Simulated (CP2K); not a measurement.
## A series of single points on Ge

System: Ge (I4₁/amd, 2 atoms in the cell).
Method: Kohn-Sham DFT of a periodic cell, PBE, GTH-PBE with UZH-TZVP basis, no spin polarisation (CP2K 2026.2).

The 6 runs differ only in the geometry, by an even scaling of the cell at fixed fractional positions. The structure derives from a Materials Project entry.

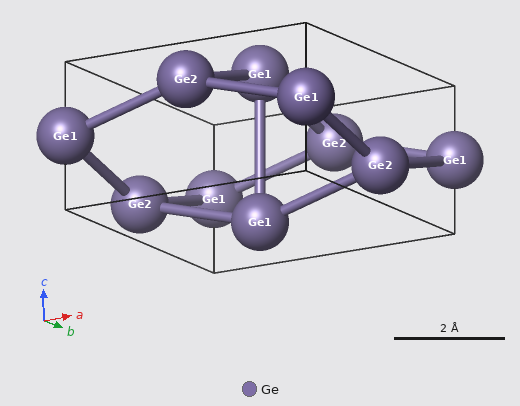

Figure 1. The structure of run 4 (ball-and-stick view of the cell 2 times as large as that of the calculation, set on its symmetry axes, seen at an oblique angle; atoms are numbered from 1 in the order of the input).

## Input of run 4
```
&GLOBAL
  PROJECT ge_eos
  RUN_TYPE ENERGY_FORCE
  PRINT_LEVEL LOW
&END GLOBAL
&FORCE_EVAL
  METHOD QS
  STRESS_TENSOR ANALYTICAL
  &DFT
    BASIS_SET_FILE_NAME BASIS_MOLOPT_UZH
    POTENTIAL_FILE_NAME POTENTIAL_UZH
    WFN_RESTART_FILE_NAME previous-RESTART.kp
    &MGRID
      CUTOFF 450
      REL_CUTOFF 60
      NGRIDS 5
    &END MGRID
    &QS
      METHOD GPW
      EPS_DEFAULT 1.0E-10
    &END QS
    &KPOINTS
      SCHEME MONKHORST-PACK 11 11 11
      GAMMA_CENTERED T
      SYMMETRY T
      SYMMETRY_BACKEND SPGLIB
    &END KPOINTS
    &SCF
      SCF_GUESS RESTART
      EPS_SCF 1.0E-6
      MAX_SCF 100
      ADDED_MOS 10
      CHOLESKY OFF
      EPS_EIGVAL 1.0E-7
      &DIAGONALIZATION ON
        ALGORITHM STANDARD
      &END DIAGONALIZATION
      &MIXING ON
        METHOD BROYDEN_MIXING
        ALPHA 0.4
        BETA 1.5
        NBUFFER 8
      &END MIXING
      &SMEAR ON
        METHOD FERMI_DIRAC
        ELECTRONIC_TEMPERATURE 580.23
      &END SMEAR
    &END SCF
    &XC
      &XC_FUNCTIONAL
        &GGA_X_PBE
        &END GGA_X_PBE
        &GGA_C_PBE
        &END GGA_C_PBE
      &END XC_FUNCTIONAL
    &END XC
    &PRINT
      &KPOINTS ON
      &END KPOINTS
      &MULLIKEN ON
      &END MULLIKEN
      &MO ON
        ENERGIES T
        OCCUPATION_NUMBERS T
        &EACH
          QS_SCF 0
        &END EACH
        ADD_LAST NUMERIC
      &END MO
    &END PRINT
  &END DFT
  &SUBSYS
    &CELL
      ABC 3.9256681137 3.9256681137 3.9256681137
      ALPHA_BETA_GAMMA 97.3769836458 97.3769836463 138.0052006464
      PERIODIC XYZ
    &END CELL
    &COORD
      Ge  0.5040448757 1.3132599361 0.0000000000
      Ge  -1.4587891812 1.3132599362 1.8324953781
    &END COORD
    &KIND Ge
      BASIS_SET TZVP-MOLOPT-PBE-GTH-q4
      POTENTIAL GTH-PBE-q4
    &END KIND
    &PRINT
      &ATOMIC_COORDINATES ON
      &END ATOMIC_COORDINATES
      &CELL ON
      &END CELL
    &END PRINT
  &END SUBSYS
  &PRINT
    &FORCES ON
    &END FORCES
    &STRESS_TENSOR ON
    &END STRESS_TENSOR
  &END PRINT
&END FORCE_EVAL
```

Command:
```bash
OMP_NUM_THREADS=1 cp2k.psmp -i ge_eos.inp -o ge_eos.out
```

Lattice vectors (Å) and fractional positions of run 4:
```
   3.925668    0.000000    0.000000
  -2.917578    2.626520    0.000000
  -0.504045   -1.313260    3.664991
Ge  0.500000  0.500000  0.000000
Ge  0.250000  0.750000  0.500000
```

Run 5 has the same physical settings and fractional positions; its lattice vectors (Å) are:
```
   3.951160    0.000000    0.000000
  -2.936524    2.643576    0.000000
  -0.507318   -1.321788    3.688790
```

## Results, with one run withheld

| run | volume per atom (Å³) | free energy per atom, from the lowest run given (meV) | pressure (GPa) |
| --- | --- | --- | --- |
| 1 | 17.413 | 64.52 | 10.48 |
| 2 | 17.783 | 42.92 | 8.24 |
| 3 | 18.154 | 26.25 | 6.21 |
| 4 | 18.895 | 5.83 | 2.73 |
| 5 | 19.265 | ? | ? |
| 6 | 19.636 | 0.00 | −0.12 |

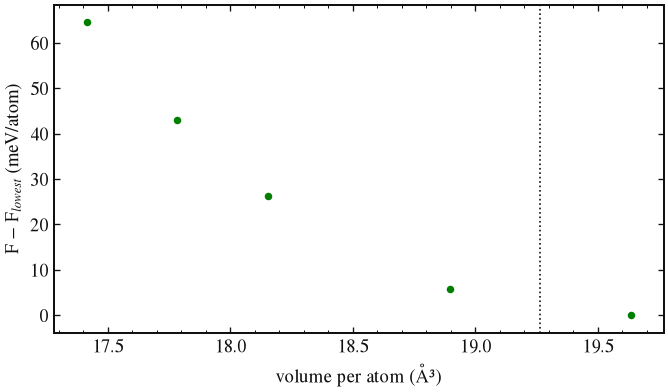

Figure 2. Free energy per atom of the runs given; the dotted line marks run 5.

What should run 5 give?

A cubic polynomial in V^(−2/3) (the Birch–Murnaghan form), fitted to the 5 runs given, misses them by at most 0.01 meV per atom. With x = V^(−2/3) − 0.14375 Å⁻², it reads F = 19.317 + 6250.1 x + 5.0893e+05 x² + 5.9206e+05 x³ (meV per atom). At run 5 it gives 1.28 meV per atom, and the run itself gives 1.27. The slope of the fit gives a pressure −dF/dV of 1.24 GPa there, and the run prints 1.24 GPa. The fit has its minimum at 19.604 Å³ per atom, where V d²F/dV² gives 68.4 GPa. Cell shape and fractional positions are held, so this is the stiffness under even scaling; the relaxed bulk modulus wasn't computed.

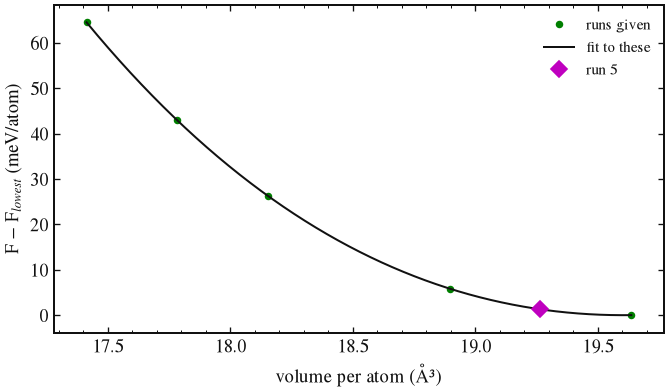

Figure 3. The fit and the withheld run.

## Some lines of the output (run 5)
```
[...]
                        Smear method:                                FERMI_DIRAC
  Step     Update method      Time    Convergence         Total energy    Change
  Fermi energy:                                                 0.21696370885358
  Total energy:                                                -7.84622869132586
  Total energy (extrapolated to T->0):                         -7.84608516443900
 MO| E(Fermi):            0.216964 a.u.          5.903883 eV
 MO| Band gap:            0.307723 a.u.          8.373562 eV
 MO| Band gap:            0.281023 a.u.          7.647025 eV
 MO| Band gap:            0.247385 a.u.          6.731699 eV
 MO| Band gap:            0.319217 a.u.          8.686329 eV
 MO| Band gap:            0.163379 a.u.          4.445762 eV
 MO| Band gap:            0.133866 a.u.          3.642681 eV
 MO| Band gap:            0.187988 a.u.          5.115404 eV
 MO| Band gap:            0.046687 a.u.          1.270428 eV
```
